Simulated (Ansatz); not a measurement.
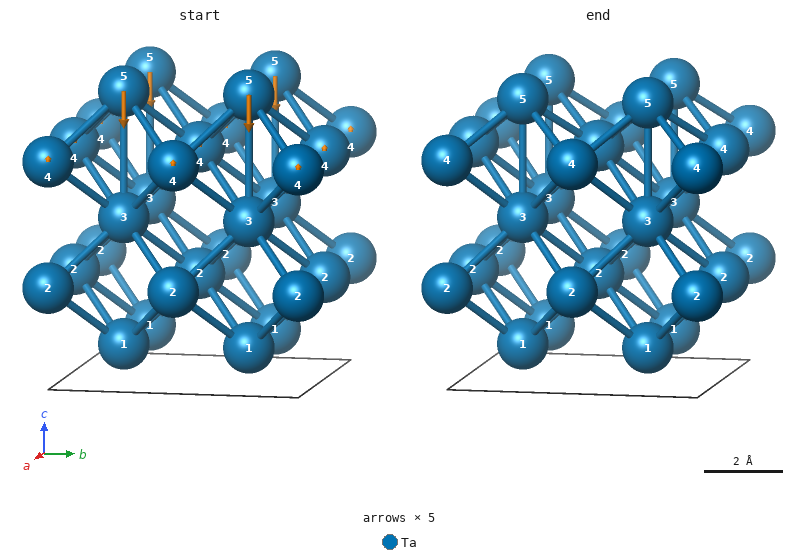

The structure of a slab of composition Ta (cut from the Im-3m phase) before (left) and after (right) a constrained relaxation, at one scale. The orange arrows give the displacements, 5 times their true length.

The picture is a ball-and-stick view of the 2 × 2 repeat of the cell, outlined in the plane, without the vacuum, seen slightly off an axis.

Case: clean slab, lower half held. The slab is the (1 0 0) face of Ta. 2 atoms are held fixed.

Computed with DFT PBEsol, scalar-relativistic, plane waves, PAW (Ansatz 0.2.0). Settings: plane-wave cutoff 420 eV; k-point mesh 9 × 9 × 1; occupations gaussian; smearing width 0.1 eV; no spin polarisation; dipole correction; atoms relaxed in a fixed cell; force threshold 0.03 eV/Å; at most 70 steps.

### Describe what moved and what it gained.

Ta5 moves most: 0.20 Å along the normal (−c). The cell stays as it was. Among the contacts that change: Ta3–Ta5 3.281 → 3.077 Å, Ta4–Ta5 2.841 → 2.715 Å, Ta2–Ta4 3.281 → 3.313 Å, Ta3–Ta4 2.841 → 2.856 Å. Bond angles that change, for instance: Ta4–Ta5–Ta4 109.5° → 117.4°, Ta4–Ta5–Ta4 70.5° → 74.3°. Over 5 geometry steps the energy falls by 0.182 eV per cell of the calculation. Largest force component: 1.5 eV/Å at the start, 0.0013 eV/Å at the end.
